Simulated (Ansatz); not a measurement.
**Run report: C, single-point calculation**

C (4 atoms in the cell), computed with DFT PBE, scalar-relativistic, plane waves, PAW, PAW set soft_1, no spin polarisation (Ansatz 0.2.0).

The structure derives from a Materials Project entry.

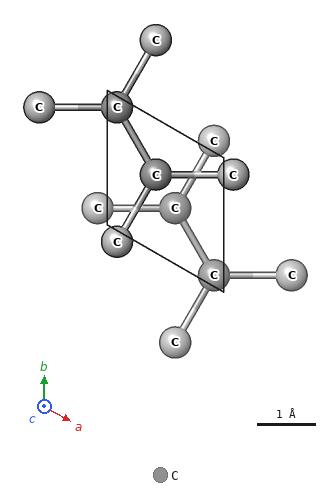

*The input geometry (ball-and-stick view of the cell of the calculation, along the c axis; neighbours outside the cell are drawn fainter). An atom can appear more than once, as a periodic image.*

Near neighbours in the periodic cell (some may lie outside the picture): C has 3 C at 1.34 Å.

## Results in brief

```json
{"quantity": "outcome", "value": "converged"}
{"quantity": "space group (tolerance 0.01 Å)", "value": "Cmme (67)"}
{"quantity": "electrons treated", "value": "16"}
{"quantity": "free energy", "value": "−1002.7727 eV"}
{"quantity": "Fermi energy", "value": "6.175 eV"}
{"quantity": "gap on the k-point mesh", "value": "none (metallic)"}
{"quantity": "pressure", "value": "50.23 GPa"}
{"quantity": "largest force (length of the vector)", "value": "0.001 eV/Å"}
{"quantity": "hardware", "value": "2 threads of Arm Neoverse V1, 24 GiB of memory available, shared host"}
{"quantity": "wall time", "value": "13 s (CPU time 27 s)"}
{"quantity": "peak memory", "value": "0.52 GiB"}
```

## The input
```yaml
crystal:
  lattice:
    - [1.1636598085, -2.015466831, 0.0]
    - [1.1636598085, 2.015466831, 0.0]
    - [0.0, 0.0, 8.2155179304]
  atoms:
    - { symbol: C, position: [0.0833329406, 0.9166670594, 0.7503043452] }
    - { symbol: C, position: [0.5833329406, 0.4166670594, 0.2496956548] }
    - { symbol: C, position: [0.9166670594, 0.0833329406, 0.2496956548] }
    - { symbol: C, position: [0.4166670594, 0.5833329406, 0.7503043452] }
basis:
  ecutwfc: 520.0
kpoints:
  mp_grid: { grid: [21, 21, 6] }
hamiltonian:
  xc: pbe
  pseudopotentials: { kind: paw, azcp: { folder: soft_1 } }
scf:
  occupations: { method: gaussian, width: 0.15 }
output:
  forces: true
  stress: true
  eigenvalues: true
  write_density: true
  write_potential: true
  elf: true
  volumetric_format: npy
```

Run as:
```bash
ansatz run input.yaml --threads 2 --pin off --max-ram 4096MiB --backend cpu --events-out ev --progress --plain --runs-dir out
```

## Log
```
Engine: ansatz 0.2.0, aarch64-unknown-linux-gnu
Pseudopotentials: kind: paw
Pseudopotential: C, paw, valence charge 4, recommended cutoff 420 eV (normal), [file]
Functional definition: PBE
  parameter kappa = 0.804
  parameter beta = 0.06672455060314922
  exchange = pbe_x(kappa = kappa, mu = beta*pi^2/3)
  correlation = pbe_c(beta = beta)
Crystal: 4 atoms, lattice volume = 38.536 Å³
Basis set: ecut = 520 eV, 1057 PW (Γ), exchange–correlation on 36×36×128 points (8 copies of the dense FFT grid, shifted against one another)
Bands: 12, of which v1, the nominal top of the filled ones, is band 8 counted from 1 (7 counted from 0)
Symmetry: 8 space group operations
Space group: Cmme (ITA 67), of the structure as read, at distance tolerance 3.4e-5 Å
k-points: 484 of 2646
Non-local potential: C, projectors of the file, l = 0: 2, l = 1: 2, l = 2: 1
PAW form: soft (Blöchl's): semilocal exchange-correlation on the pseudo side does not see the compensation charge
PAW one-centre angular grid: C, 110 points (default); XC on 64 Gauss nodes
Initial density: superposition of atomic densities (chi_scale 0.1, normalization cell)
Initial wavefunctions: pseudopotential atomic-orbital guess
Functional: x = pbe(κ = 0.804, μ = 0.2195149727645171), c = pbe(β = 0.06672455060314922)
SCF iter   1: F=—  HF=-1006.506576 eV  |F-HF|=—  |Δ(HF+E_count)|=         —  Δρ=1.52e-1  dr2=8.22e0  ethr=3.10e-3  ⟨swp⟩=5.3  Hψ=35174  notcnv=0
preconditioner: auto → LDOS  [metal: Δε(μ)=0.001 eV  Ē_g=18.186 eV  σ=0.150 eV  W_gap=0.00  n_scr=6 (ndim 8)  ℏωp=23.9 eV  f_vac=0.098  D(μ)=0.13/eV (n_scr^D=2)  β→1.0]
SCF iter   2: F=—  HF=-1003.522946 eV  |F-HF|=—  |Δ(HF+E_count)|=    2.98e0  Δρ=6.08e-2  dr2=1.60e0  ethr=3.10e-3  ⟨swp⟩=4.2  Hψ=21599  notcnv=0
preconditioner: auto → none  [metal: Δε(μ)=0.001 eV  Ē_g=15.594 eV  σ=0.150 eV  W_gap=0.01  n_scr=6 (ndim 8)  ℏωp=23.9 eV  f_vac=0.280  D(μ)=0.10/eV (n_scr^D=0)  β→0.5]
SCF iter   3: F=—  HF=-1002.771643 eV  |F-HF|=—  |Δ(HF+E_count)|=   7.51e-1  Δρ=8.38e-3  dr2=8.87e-3  ethr=3.10e-3  ⟨swp⟩=3.0  Hψ=16517  notcnv=0
SCF iter   4: F=—  HF=-1002.772932 eV  |F-HF|=—  |Δ(HF+E_count)|=   1.29e-3  Δρ=1.07e-3  dr2=8.13e-4  ethr=5.54e-5  ⟨swp⟩=2.5  Hψ=12147  notcnv=0
SCF iter   5: F=—  HF=-1002.772782 eV  |F-HF|=—  |Δ(HF+E_count)|=   1.50e-4  Δρ=4.39e-4  dr2=3.31e-4  ethr=5.08e-6  ⟨swp⟩=2.6  Hψ=9738  notcnv=0
SCF iter   6: F=—  HF=-1002.772687 eV  |F-HF|=—  |Δ(HF+E_count)|=   9.48e-5  Δρ=1.09e-4  dr2=4.62e-6  ethr=2.07e-6  ⟨swp⟩=2.3  Hψ=7985  notcnv=0
SCF iter   7: F=—  HF=-1002.772660 eV  |F-HF|=—  |Δ(HF+E_count)|=   2.75e-5  Δρ=1.80e-5  dr2=2.67e-7  ethr=2.89e-8  ⟨swp⟩=2.0  Hψ=9604  notcnv=0
SCF iter   8: F=-1002.772660 eV  HF=-1002.772660 eV  |F-HF|=7.58e-9  |Δ(HF+E_count)|=   8.17e-8  Δρ=3.49e-6  dr2=1.31e-8  ethr=6.25e-10  ⟨swp⟩=10.6  Hψ=47858  notcnv=0
SCF 1 converged in 8 iterations: F = -1002.772660 eV  dr2 = 1.31e-8
  greatest PAW one-centre occupation: 0.712 electrons in one spin orbital (limit 2), on the C atom at site 3 (counted from 0), in its partial waves of l = 0
SCF converged after 8 iterations
Free energy (F): -1002.772660 eV
Harris-Foulkes:  -1002.772660 eV  (|F-HF|=7.58e-9)
Internal energy: -1002.771451 eV  (E = F + TS)
E sigma→0 (E₀):  -1002.772056 eV
Entropy (-TS):   -0.001208 eV (-0.302 meV/atom)
Fermi energy:    6.175090 eV
--- Per-component energies (eV) ---
  E_band       = -58.351984
  E_kinetic    = 375.354058
  E_local      = -912.420291  (includes V_loc(G=0)·N_el)
  E_nonlocal   = 98.185430
  E_hartree    = 326.338674
  E_xc         = -193.058005
  E_vxc        = -238.047836  (∫ρ·V_xc dr)
  E_paw        = -402.743114  (= ΣΔE_a)
  E_vpaw       = -34.096843  (= ΣTr[D̂ρ^β])
  E_aug_tail   = 0.000004  (compensation charges beyond the density's cutoff)
  E_ewald      = -294.428208
  E_smearing   = -0.001208  (= −TS)
  E_closure    = -0.000000  (closes the sum)
  Σ components = -1002.772660   (vs F -1002.772660, Δ=0.00e0)
--- Forces (eV/Å), atoms counted from 1 ---
  atom   1  C     -0.00000000     0.00080991    -0.00013632
  atom   2  C     -0.00000000     0.00080991     0.00013632
  atom   3  C     -0.00000000    -0.00080991     0.00013632
  atom   4  C     -0.00000000    -0.00080991    -0.00013632
  max |Σ_I F_I| component: 3.33e-16 eV/Å
--- Stress (GPa, compression-positive) ---
       75.272306       0.000000       0.000000
        0.000000      75.267395       0.000000
        0.000000       0.000000       0.136158
  P = ⅓ Tr σ = 50.2253 GPa (502.253 kbar)
--- Band table (eV; the first three rows and the last of 484) ---
  k-point 0: bands = ["-14.8041", "-14.7582", "-2.9594", "-2.4083", "3.2471", "3.2480", "3.2487", "3.2493", "8.7274", "12.3745", "15.7134", "15.7175"]
  k-point 1: bands = ["-14.8010", "-14.7613", "-2.9254", "-2.4485", "3.2472", "3.2480", "3.2487", "3.2492", "8.8939", "11.9334", "15.7141", "15.7178"]
  k-point 2: bands = ["-14.7927", "-14.7698", "-2.8305", "-2.5556", "3.2476", "3.2482", "3.2485", "3.2487", "9.3748", "11.0321", "15.7160", "15.7184"]
  k-point 483: bands = ["-9.0730", "-9.0727", "-7.8362", "-7.8360", "-0.7207", "-0.7206", "3.3449", "3.3481", "8.0454", "8.0493", "15.3481", "15.3489"]
```

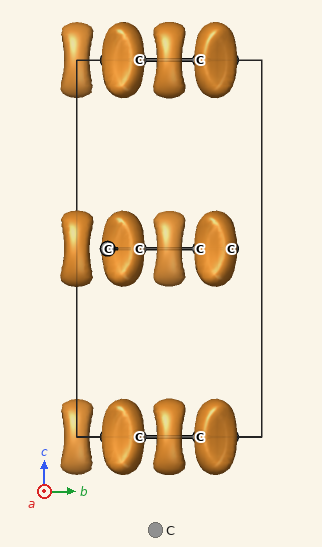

*Isosurface of the ELF at 0.7 (orange), seen along the a axis. Core shells and regions of very low density are left out. Sticks mark near contacts. The outline is the cell set on symmetry axes.*

Values along the shortest contacts: C–C (1.34 Å): the ELF peaks at about 0.95 between the atoms; a double or triple bond. The fields are those of the smooth PAW valence density.

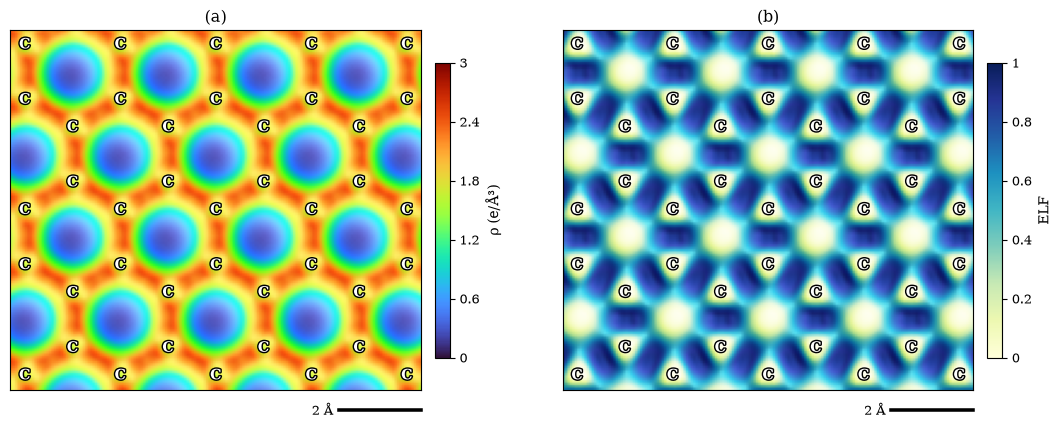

*(a) valence electron density; (b) ELF on the (001) plane of the conventional cell.*

The section cuts through C sites. C–C (1.34 Å): ρ is about 2.4 e/Å³ halfway, a local maximum along the line; the ELF peaks at about 0.95 between the atoms; a double or triple bond. Away from the nuclei the density in this plane falls to 0.2 e/Å³ at its lowest.

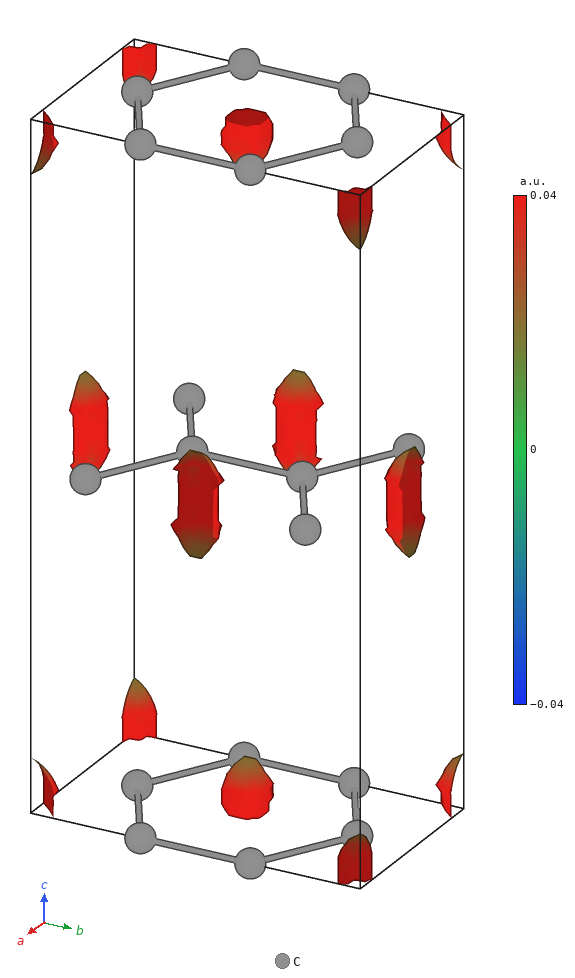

*Non-covalent interaction (NCI) plot: the surface where the reduced density gradient is 0.6, for densities under 0.05 a.u., coloured by sign(λ₂)ρ; seen at an oblique angle. The outline is the cell set on symmetry axes.*
